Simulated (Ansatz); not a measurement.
System: TiO2, space group R-3m (No. 166), 3 atoms in the primitive cell. The cell is scaled at fixed shape and fractional positions. At 18.07 Å³/atom, a = 2.995 Å, c = 20.945 Å (hexagonal axes). Computed with Ansatz 0.2.0: r2SCAN, Ansatz PAW, no spin polarisation, no spin-orbit coupling, 10×10×10 k mesh, 500 eV cutoff.

At 18.07 Å³/atom the direct gaps are 3.27 eV (Γ), 3.95 eV (F) and 3.96 eV (L).

How does each gap move from 16.99 Å³/atom to 19.16 Å³/atom?

Γ falls by 0.36 eV, F falls by 0.54 eV and L falls by 0.54 eV. Straight lines against ln V have slopes of −3.1 eV at Γ, −4.5 eV at F and −4.5 eV at L.

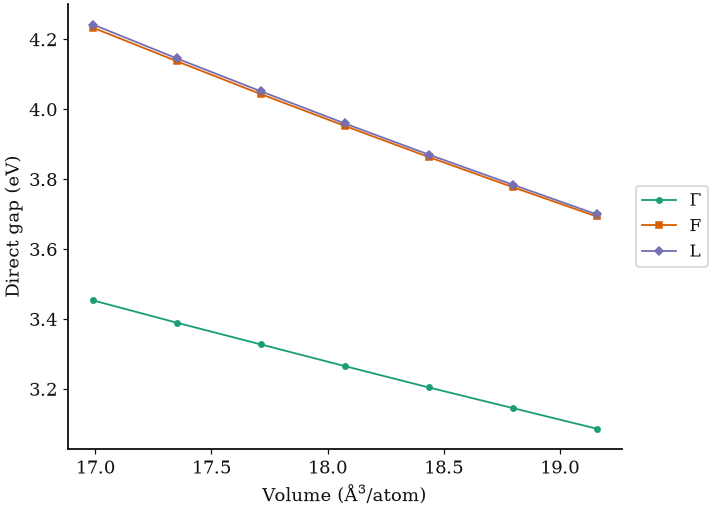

Direct gap at each named k point. In reduced coordinates of the cell that was run, F is (0.5, 0.5, 0) and L is (0.5, 0, 0).

```csv
volume,Γ (eV),F (eV),L (eV),pressure (GPa)
16.99 Å³/atom,3.45,4.23,4.24,5.5
17.35 Å³/atom,3.39,4.14,4.15,2.2
17.71 Å³/atom,3.33,4.04,4.05,−0.7
18.07 Å³/atom,3.27,3.95,3.96,−3.4
18.44 Å³/atom,3.20,3.86,3.87,−5.8
18.80 Å³/atom,3.15,3.78,3.78,−7.9
19.16 Å³/atom,3.09,3.69,3.70,−9.8
```

The smallest gap on the k mesh is 3.28, 3.20, 3.13, 3.06, 2.99, 2.93 and 2.86 eV in turn; it lies up to 0.22 eV under the lowest value plotted. The PAW data sets were made with another functional. LDA, GGA and most meta-GGA functionals understate gaps. The usual form of TiO2 is rutile or anatase.
